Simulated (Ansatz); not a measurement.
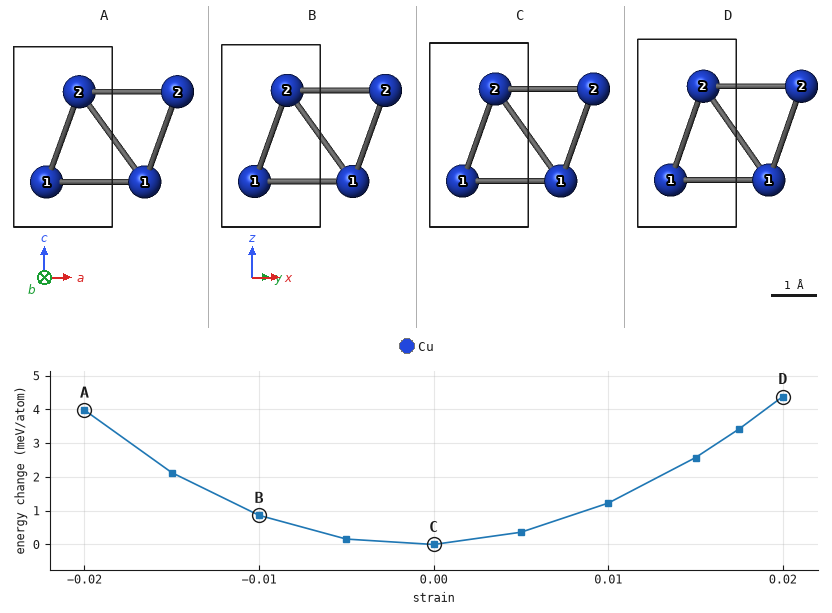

A scan of solid Cu (P6_3/mmc): the cell is strained along z alone, with the atoms kept at their fractional coordinates. x, y and z are the Cartesian axes of the input. The lettered frames are marked on the plot. A ball-and-stick model of the cell of the calculation, repeated 2 × 2 × 1 with one cell outlined, seen along the b axis.

The calculation used Ansatz, DFT PBEsol, scalar-relativistic, plane waves, PAW. Set-up: plane-wave cutoff 420 eV; k-point mesh 24 × 24 × 12; occupations gaussian; smearing width 0.15 eV; no spin polarisation. Energies (free energies at the smearing named) are counted from the cell as listed in its source, which wasn't relaxed.

Question: Read off the main features of the energy profile.

Answer: The lowest computed point lies at the strain 0.00 (0.00 meV/atom). The unrelaxed reference is under a pressure of −1.6 GPa, which tilts the curve. The distortion keeps the space group P6_3/mmc. At the strain −0.02 the cell of the drawing goes c 4.113 → 4.030 Å.
